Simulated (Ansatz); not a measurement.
Band-structure calculation of AgI (part 2 of 2)

The same run, continued: AgI (4 atoms in the cell); DFT, PBE, plane waves, PAW, no spin polarisation (Ansatz 0.2.0); cutoff 420 eV, 6×6×4 k-mesh, Fermi–Dirac smearing of 0.02 eV. The structure derives from an entry of the Crystallography Open Database. The geometry comes from this level: r2SCAN (a point of a series of strains). It belongs to a series of runs on one base structure; here: epitaxial_xy strain -4.1%.

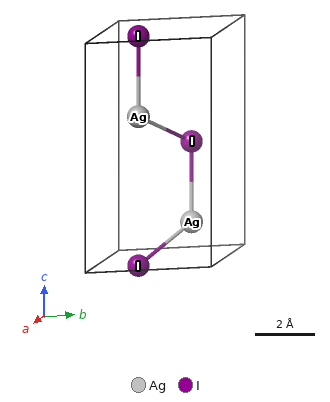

The structure as given in the input (ball-and-stick view of the cell of the calculation, seen slightly off an axis). An atom can appear more than once, as a periodic image.

File rho_z.tsv
```
# z_ang	rho[e/angstrom^3]
# format = ansatz-planar-average/11
# lattice	4.458666500	0.000000000	0.000000000
# lattice	-2.229333250	3.861318456	0.000000000
# lattice	0.000000000	0.000000000	7.976954073
# sites	4
# site	47	2.229333250	1.287106152	5.103189449
# site	47	-0.000000000	2.574212304	1.114712412
# site	53	2.229333250	1.287106152	-0.077708383
# site	53	-0.000000000	2.574212304	3.910768654
0.000000	9.753633e-1
0.147721	8.609280e-1
0.295443	6.908535e-1
0.443164	5.892156e-1
0.590885	6.465792e-1
0.738607	8.305017e-1
0.886328	1.032489e0
1.034050	1.156365e0
1.181771	1.137510e0
1.329492	9.728168e-1
1.477214	7.209110e-1
1.624935	4.635198e-1
1.772656	2.637845e-1
1.920378	1.442761e-1
2.068099	8.808793e-2
2.215821	6.481120e-2
2.363542	5.750889e-2
2.511263	6.074199e-2
2.658985	7.240671e-2
2.806706	9.295882e-2
2.954427	1.233068e-1
3.102149	1.637510e-1
3.249870	2.270450e-1
3.397592	3.623839e-1
3.545313	5.821823e-1
3.693034	8.132103e-1
3.840756	9.617743e-1
3.988477	9.753633e-1
4.136198	8.609280e-1
4.283920	6.908535e-1
4.431641	5.892156e-1
4.579363	6.465792e-1
4.727084	8.305017e-1
4.874805	1.032489e0
5.022527	1.156365e0
5.170248	1.137510e0
5.317969	9.728168e-1
5.465691	7.209110e-1
5.613412	4.635198e-1
5.761133	2.637845e-1
5.908855	1.442761e-1
6.056576	8.808793e-2
6.204298	6.481120e-2
6.352019	5.750889e-2
6.499740	6.074199e-2
6.647462	7.240671e-2
6.795183	9.295882e-2
6.942904	1.233068e-1
7.090626	1.637510e-1
7.238347	2.270450e-1
7.386069	3.623839e-1
7.533790	5.821823e-1
7.681511	8.132103e-1
7.829233	9.617743e-1
```

File v_z.tsv
```
# z_ang	v_es[eV]	v_tot[eV]
# format = ansatz-planar-average/11
# xc	pbe
# density_cutoff_ev	1680
# datasets	Ag=:simpson_from_first_knot:soft	I=:simpson_from_first_knot:soft
# lattice	4.458666500	0.000000000	0.000000000
# lattice	-2.229333250	3.861318456	0.000000000
# lattice	0.000000000	0.000000000	7.976954073
# sites	4
# site	47	2.229333250	1.287106152	5.103189449
# site	47	-0.000000000	2.574212304	1.114712412
# site	53	2.229333250	1.287106152	-0.077708383
# site	53	-0.000000000	2.574212304	3.910768654
0.000000	5.936976e0	-4.323149e0
0.147721	5.152137e0	-5.347591e0
0.295443	4.028268e0	-6.681718e0
0.443164	2.973120e0	-7.889498e0
0.590885	2.344380e0	-8.591336e0
0.738607	2.283935e0	-8.650305e0
0.886328	2.673114e0	-8.161274e0
1.034050	3.216485e0	-7.369740e0
1.181771	3.779284e0	-6.394983e0
1.329492	4.480981e0	-5.113543e0
1.477214	5.399204e0	-3.477106e0
1.624935	6.507046e0	-1.552655e0
1.772656	7.718347e0	5.169469e-1
1.920378	8.903616e0	2.537341e0
2.068099	9.885716e0	4.227942e0
2.215821	1.048722e1	5.251193e0
2.363542	1.075651e1	5.500681e0
2.511263	1.079418e1	5.414456e0
2.658985	1.058676e1	4.980654e0
2.806706	1.005581e1	4.000709e0
2.954427	9.111012e0	2.479418e0
3.102149	7.959025e0	6.991783e-1
3.249870	6.980093e0	-9.320957e-1
3.397592	6.412845e0	-2.151363e0
3.545313	6.249401e0	-2.898192e0
3.693034	6.301941e0	-3.321865e0
3.840756	6.276897e0	-3.703450e0
3.988477	5.936976e0	-4.323149e0
4.136198	5.152137e0	-5.347591e0
4.283920	4.028268e0	-6.681718e0
4.431641	2.973120e0	-7.889498e0
4.579363	2.344380e0	-8.591336e0
4.727084	2.283935e0	-8.650305e0
4.874805	2.673114e0	-8.161274e0
5.022527	3.216485e0	-7.369740e0
5.170248	3.779284e0	-6.394983e0
5.317969	4.480981e0	-5.113543e0
5.465691	5.399204e0	-3.477106e0
5.613412	6.507046e0	-1.552655e0
5.761133	7.718347e0	5.169469e-1
5.908855	8.903616e0	2.537341e0
6.056576	9.885716e0	4.227942e0
6.204298	1.048722e1	5.251193e0
6.352019	1.075651e1	5.500681e0
6.499740	1.079418e1	5.414456e0
6.647462	1.058676e1	4.980654e0
6.795183	1.005581e1	4.000709e0
6.942904	9.111012e0	2.479418e0
7.090626	7.959025e0	6.991783e-1
7.238347	6.980093e0	-9.320957e-1
7.386069	6.412845e0	-2.151363e0
7.533790	6.249401e0	-2.898192e0
7.681511	6.301941e0	-3.321865e0
7.829233	6.276897e0	-3.703450e0
```

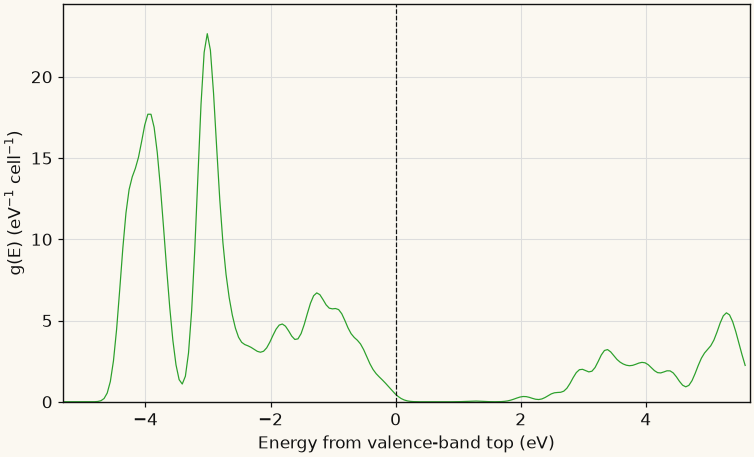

Density of states (the curve is built from the levels of the k mesh with Gaussians 0.3 eV wide, which also blur the band edges), with energies from the valence-band top. There is a gap of 1.26 eV on the k-point mesh. Small ripples come from the finite k-point mesh.

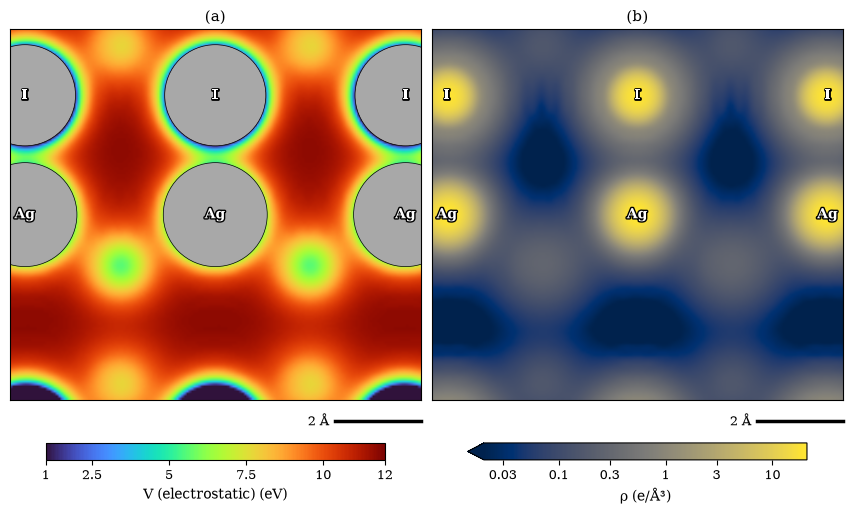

(a) electrostatic potential (local pseudopotential plus Hartree) felt by an electron; (b) valence pseudo-density on the (010) plane of the conventional cell. Grey discs, where drawn, cover atomic cores. Ag–I (2.80 Å): ρ is about 0.35 e/Å³ halfway. Away from the nuclei the density in this plane falls to 0.007 e/Å³ at its lowest. Outside the cores the potential energy rises away from the atoms and is highest about 2.5 Å from the nearest atoms; outside the discs it spans about 10 eV, and its zero is arbitrary. The fields are those of the smooth PAW valence density.

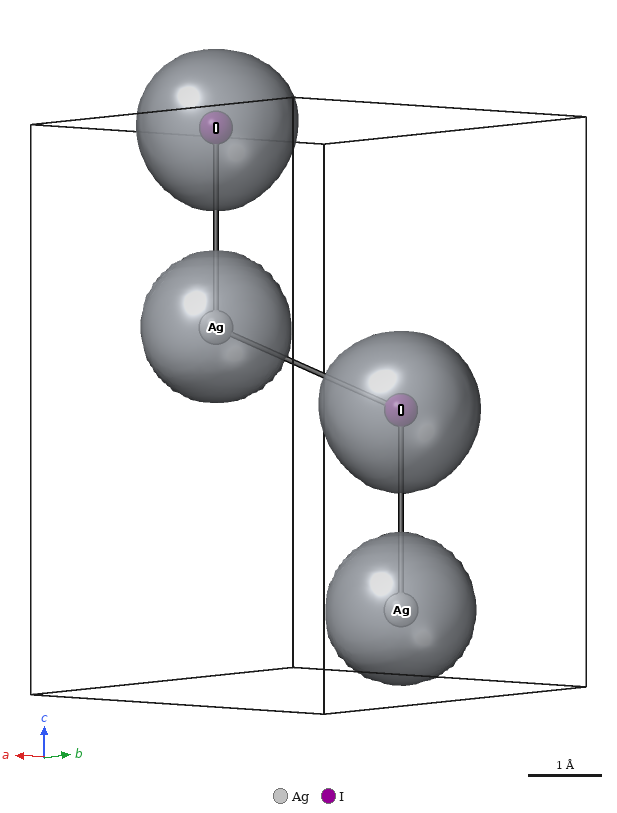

Isosurface of the valence electron density at 0.5 e/Å³ (grey), seen at an oblique angle. Sticks mark near contacts. The outline is the cell set on symmetry axes. At this value the density breaks into separate islands; it holds about 80 % of the electrons treated as valence (semicore included). It is pinched off along the Ag–I (2.80 Å) and Ag–I (2.84 Å) contacts. On the grid the lowest density along these lines, outside the cores, is 0.32 e/Å³ (Ag–I, 2.80 Å) and 0.3 e/Å³ (Ag–I, 2.84 Å).

The run was set up as follows.

The input
```yaml
crystal:
  lattice:
    - [4.4586665005, 0.0, 0.0]
    - [-2.2293332503, 3.8613184564, 0.0]
    - [0.0, 0.0, 7.9769540731]
  atoms:
    - { symbol: Ag, position: [0.6666666667, 0.3333333333, 0.6397416109] }
    - { symbol: Ag, position: [0.3333333333, 0.6666666667, 0.1397416109] }
    - { symbol: I, position: [0.6666666667, 0.3333333333, -0.0097416109] }
    - { symbol: I, position: [0.3333333333, 0.6666666667, 0.4902583891] }
kpoints:
  mp_grid: { grid: [6, 6, 4] }
  band_path:
    path:
      - [0.0, 0.0, 0.0]
      - [0.5, 0.0, 0.0]
      - [0.3333333333, 0.3333333333, 0.0]
      - [0.0, 0.0, 0.5]
      - [0.5, 0.0, 0.5]
      - [0.3333333333, 0.3333333333, 0.5]
    npoints: 1
hamiltonian:
  xc: pbe
scf:
  occupations: { method: fermi_dirac, width: 0.02 }
  n_extra_bands: 5
output:
  forces: true
  stress: true
  eigenvalues: true
  write_density: true
  write_potential: true
  elf: true
  volumetric_format: npy
```

Command:
```bash
ansatz run input.yaml --threads 4 --pin off --max-ram 4608MiB --backend cpu --events-out ev --progress --plain --runs-dir out
```

Key numbers

```csv
quantity,value
outcome,converged
space group (tolerance 0.01 Å),P6₃mc (186)
electrons treated,72
free energy,−30207.9317 eV
Fermi energy,7.407 eV
gap on the k-point mesh,1.26 eV
pressure,1.51 GPa
largest force (length of the vector),0.012 eV/Å
hardware,"4 threads of Arm Neoverse V1, 24 GiB of memory available, shared host"
wall time,6.1 s (CPU time 20 s)
peak memory,0.46 GiB
```

Notes

Spin-orbit coupling is left out, which matters for I.
